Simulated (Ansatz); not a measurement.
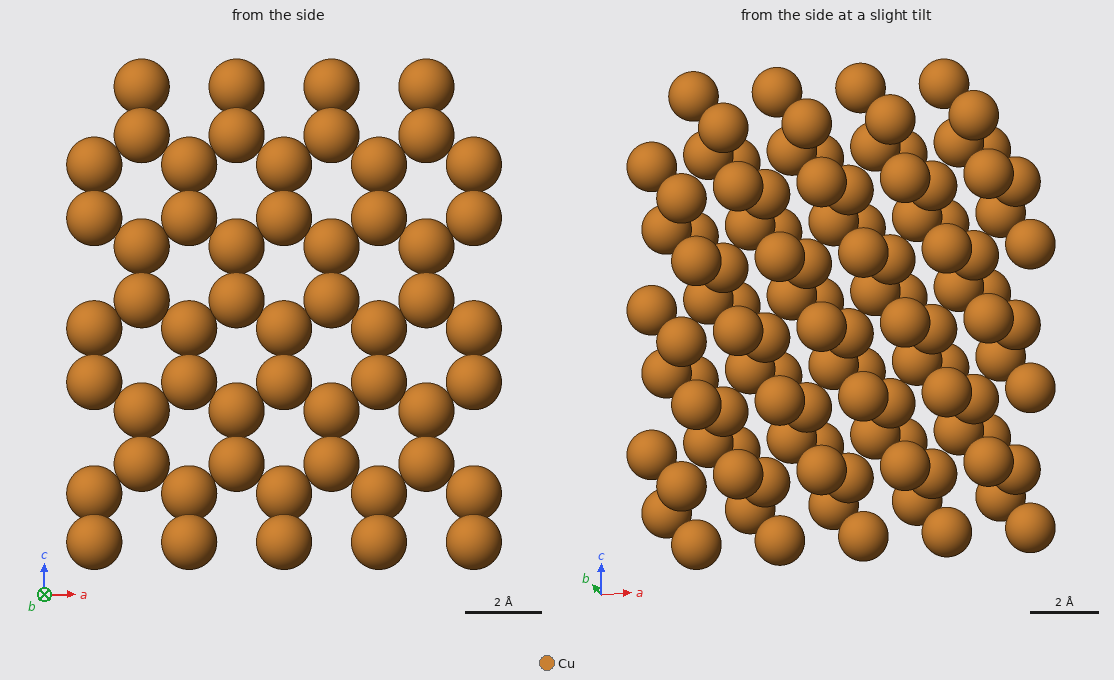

A spheres-only picture of a periodic slab, seen from the side and from the side at a slight tilt. The surface normal points up in side views; the vacuum is left out. 4×2 cells are drawn in the plane, with atoms at the edges repeated.

The cell holds 12 Cu. The slab was cut from bulk Cu (P6_3/mmc).

### What height do the atoms span?

About 12 Å from the lowest to the highest atom.

### Name the atomic layers in order from the top face down.

Twelve planes: Cu / Cu / Cu / Cu / Cu / Cu / Cu / Cu / Cu / Cu / Cu / Cu.

### Give the Miller indices of the face.

(1 0 0).

Run with Ansatz 0.2.0, DFT PBEsol, scalar-relativistic, plane waves, PAW and these settings: a 420 eV plane-wave basis, k-point mesh 14×9×1, Gaussian smearing of 0.1 eV, no spin polarisation.

### How much energy takes an electron from the Fermi level to the vacuum on each side?

4.23 eV on both faces.

It derives from a structure listed in the Materials Project, from which a slab was cut. The atoms were relaxed in a fixed cell with DFT PBEsol, scalar-relativistic, plane waves, PAW (Ansatz).
